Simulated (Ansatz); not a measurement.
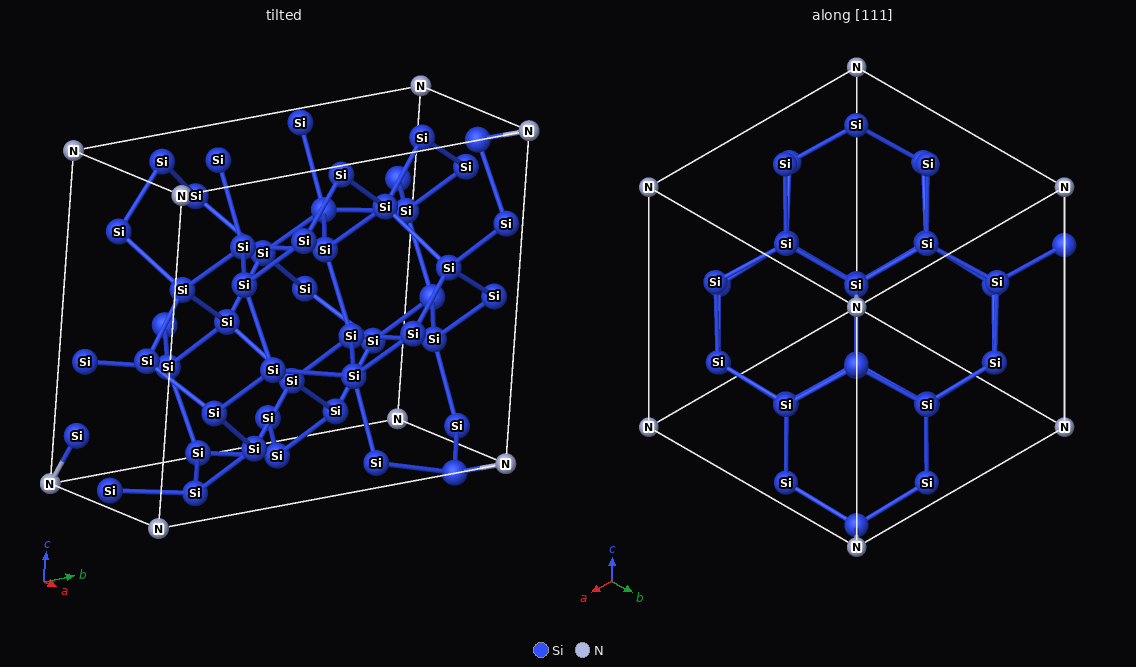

This ball-and-stick model is shown slightly off an axis and along [111]. The wireframe shows the simulation cell. Cell: a = 9.220 Å, b = 9.220 Å, c = 9.220 Å, α = 77.59°, β = 77.59°, γ = 77.59°.

What structure is drawn here?

- Formula: Si36N.
- There is no symmetry operation other than the lattice translations (P1).
- The cell comprises 1 formula unit: 36 Si, 1 N.
- About every N there are two Si in a bent arrangement at about 1.7 Å.
- The bonds build a three-dimensional framework.

Its origin is a structure listed in the Materials Project, repeated into a supercell with a point defect put in. The atoms were relaxed in a fixed cell with Ansatz, DFT PBE, scalar-relativistic, plane waves, PAW.
